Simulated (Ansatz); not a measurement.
Consider Al4Ru3.

Input file:

```
crystal:
  lattice:
    - [5.9753828895, 0.0, 0.0]
    - [0.0, 5.9753828895, 0.0]
    - [0.0, 0.0, 2.9672310736]
  atoms:
    - { symbol: Al, position: [0.2520050397, 0.2520050397, 0.5] }
    - { symbol: Al, position: [0.7479949603, 0.7479949603, 0.5] }
    - { symbol: Al, position: [0.7479949603, 0.2520050397, 0.5] }
    - { symbol: Al, position: [0.2520050397, 0.7479949603, 0.5] }
    - { symbol: Ru, position: [0.5, 0.0, 0.0] }
    - { symbol: Ru, position: [0.0, 0.5, 0.0] }
    - { symbol: Ru, position: [0.5, 0.5, 0.0] }
basis:
  ecutwfc: 420
kpoints:
  mp_grid: { grid: [6, 6, 10] }
  band_path:
    path:
      - [[0.0, 0.0, 0.0], [0.0, 0.5, 0.0], [0.5, 0.5, 0.0], [0.0, 0.0, 0.0], [0.0, 0.0, 0.5], [0.0, 0.5, 0.5], [0.5, 0.5, 0.5], [0.0, 0.0, 0.5]]
      - [[0.0, 0.5, 0.0], [0.0, 0.5, 0.5]]
      - [[0.5, 0.5, 0.0], [0.5, 0.5, 0.5]]
    npoints: 14
hamiltonian:
  xc: pbe
scf:
  occupations: { method: gaussian, width: 0.1 }
  n_extra_bands: 17
output:
  forces: true
  stress: true
  eigenvalues: true
  populations: true
  dos: { projected: true, de: 0.02, nscf_kmesh: { grid: [8, 8, 12] } }
  bader: true
  write_density: true
  write_potential: true
  elf: true
  volumetric_format: npy
```

Launched as:

```sh
ansatz run input.yaml --threads 1 --pin off --max-ram 2560MiB --backend cpu --events-out ev --progress --plain --runs-dir out
```

Below, planes, directions and counts refer to the conventional cell (a = 5.98 Å, b = 5.98 Å, c = 2.97 Å, α = 90.00°, β = 90.00°, γ = 90.00°).

Space group P4/mmm; a generated structure, not necessarily the stable one; computed without spin polarisation.

Computed with DFT PBE, scalar-relativistic, plane waves, PAW (Ansatz 0.2.0).

**What will maps of the valence pseudo-density and electron localisation function show?**

Al–Ru (2.57 Å): the density is about 0.37 e/Å³ at the midpoint; the ELF is about 0.40 at the midpoint.
Bader's partition of the density gives Al +1.71 and Ru −2.39 to −2.06 e.

**What Bader charges does the calculation give?**

Electrons move from Al towards Ru. Bader charges: Al +1.71 and Ru −2.39 to −2.06 e.

**Does the calculation make it a metal, or give it a gap?**

It is metallic or semimetallic at this level of theory: no gap opens.

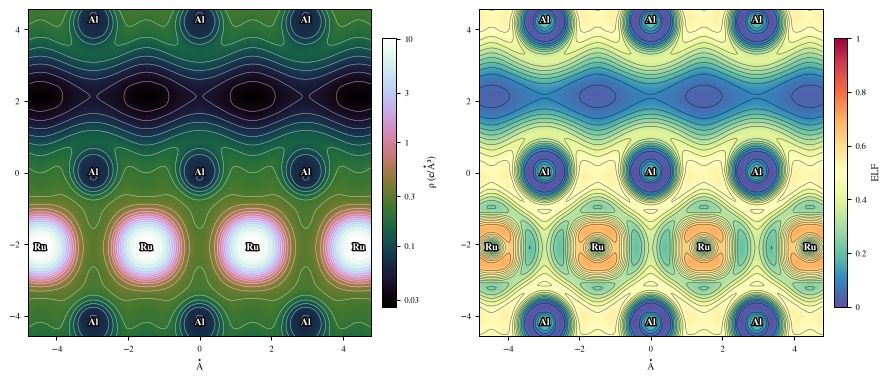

Computed valence pseudo-density and electron localisation function on the (110) plane of the conventional cell, in this order. 

Core electrons are frozen (PAW), and the valence fields are smoothed inside the atomic spheres.
